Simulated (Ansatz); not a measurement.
# Calculations on PbO₂

Part 1: A change

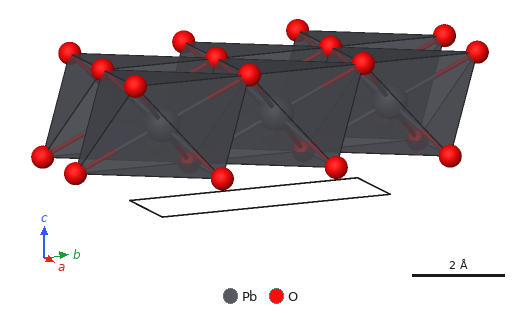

The starting point is a slab of composition PbO2 at its r2SCAN-relaxed geometry. Style: polyhedral. Shown: the 1 × 2 repeat of the cell, outlined in the plane, without the vacuum, slightly off an axis.

Level of theory: Ansatz, DFT, r2SCAN, plane waves, PAW. (plane-wave cutoff 500 eV; k-point mesh 12 × 12 × 1; occupations fixed; no spin polarisation)

Now this is done to it. The cell is strained by 0.0 % along the normal (+c) and −0.5 % across it (volume −1.0 %). The atoms were relaxed with r2SCAN under that strain, and this is a single point on that geometry.

Q: What does the calculation give for the changed structure?

A: The energy changes by less than 1 meV per atom. The forces stay under 0.01 eV/Å. The band gap goes from 1.73 to 1.80 eV. Near-neighbour distances before and after: O–Pb 2.206 → 2.201 Å. The space group stays P-3m1 (No. 164).

Part 2: A change

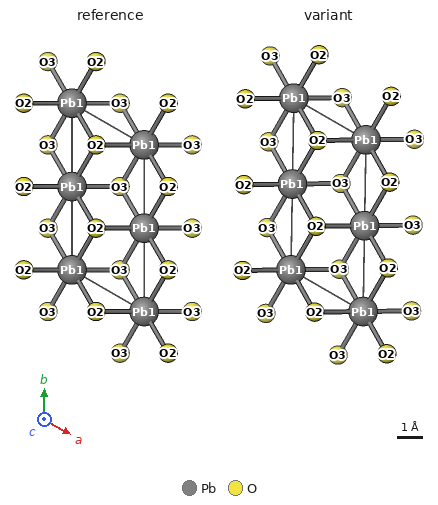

Left: a slab of composition PbO₂ at its r2SCAN-relaxed geometry. Right: the same structure after one change, at the same scale. The picture is a ball-and-stick view of the 1 × 2 repeat of the cell, outlined in the plane, without the vacuum, seen along the c axis.

Theory: DFT, HSE06, plane waves, PAW in Ansatz 0.2.0. Settings: plane-wave cutoff 420 eV; k-point mesh 6 × 6 × 1; occupations fixed; no spin polarisation.

Which change leads from the left to the right?

Answer. The cell is strained by +4.0 % within the plane and none across it (volume +4.0 %). The atoms were relaxed with r2SCAN under that strain, and this is a single point on that geometry.

And its effect?

Answer. Some distances before and after: O–Pb 2.206 → 2.204 to 2.270 Å. The space group (tolerance 0.01 Å) goes from P-3m1 (No. 164) to C2/m (No. 12). It costs 21.1 meV per atom. The largest forces, 0.34 eV/Å, act on O2 and O3; on O2 it points at 10° to the normal (−c side). The forces point along the displacements, not back (a soft direction, or forces left over where the reference was relaxed at another level) (cosine 0.99). The band gap goes from 2.52 to 2.15 eV.

Part 3: Distortion

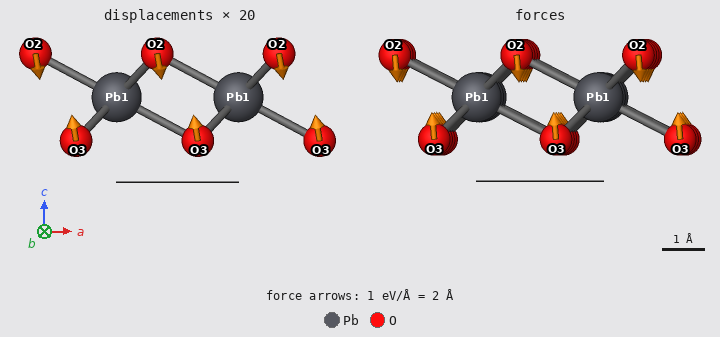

Left: a slab of composition PbO₂ at its r2SCAN-relaxed geometry, with orange arrows for the displacements applied to it (without the part that the change of the cell carries along). Right: the displaced structure with the computed forces. The picture is a ball-and-stick view of the 1 × 2 repeat of the cell, outlined in the plane, without the vacuum, seen along the b axis.

Level of theory: DFT, HSE06, plane waves, PAW in Ansatz. Set-up: plane-wave cutoff 420 eV; k-point mesh 6 × 6 × 1; occupations fixed; no spin polarisation.

> How do the forces relate to the distortion?

The cell is strained by +4.0 % within the plane and none across it (volume +4.0 %). The atoms were relaxed with r2SCAN under that strain, and this is a single point on that geometry. The energy rises by 21.1 meV per atom. The largest forces, 0.34 eV/Å, act on O2 and O3; on O2 it points at 10° to the normal (−c side). The forces point along the displacements, not back (a soft direction, or forces left over where the reference was relaxed at another level) (cosine 0.99). Among the bonded contacts that change: O–Pb 2.206 → 2.204 to 2.270 Å. The space group (tolerance 0.01 Å) goes from P-3m1 (No. 164) to C2/m (No. 12).
